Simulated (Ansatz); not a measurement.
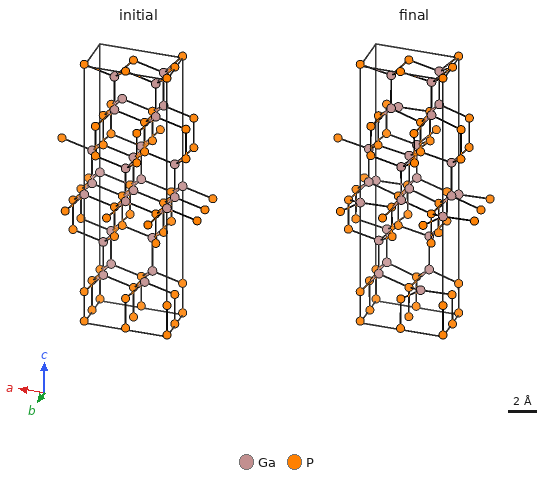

The structure of a defect cell of composition Ga7P8 before (left) and after (right) a relaxation, at one scale.

Style: ball-and-stick. Shown: the conventional cell (3 times the calculation's cell) (origin shifted), from a free direction. Lengths and directions refer to the drawn axes.

Case: Ga vacancy, atoms relaxed.

All numbers below come from Ansatz, DFT PBE, scalar-relativistic, plane waves, PAW. Settings: plane-wave cutoff 420 eV; k-point mesh 6 × 6 × 4; occupations gaussian; smearing width 0.05 eV; no spin polarisation; atoms relaxed in a fixed cell; force threshold 0.02 eV/Å; at most 50 steps.

Describe what moved and what it gained.

The energy falls by 0.397 eV per cell of the calculation in 5 accepted moves (6 points after the start). Largest force component: 0.43 eV/Å at the start, 0.016 eV/Å at the end. 1 step only repeated the SCF at the same geometry. A Ga atom moves most: 0.61 Å along −c. By element the largest moves are Ga 0.61 Å, P 0.13 Å. The cell stays as it was. Some distances before and after: Ga–P 2.403 → 2.354 Å, Ga–P 2.403 → 2.433 Å, P–P 2.220 → 2.208 Å, Ga–Ga 2.487 → 2.495 Å. Among the angles between lasting bonds that change: Ga–P–P 111.1° → 97.5°, P–Ga–P 107.8° → 118.7°, P–Ga–P 107.8° → 117.6°.

Limits of the set-up: the periodic images lie only 7.8 Å apart, so the values are limited by the cell's size.
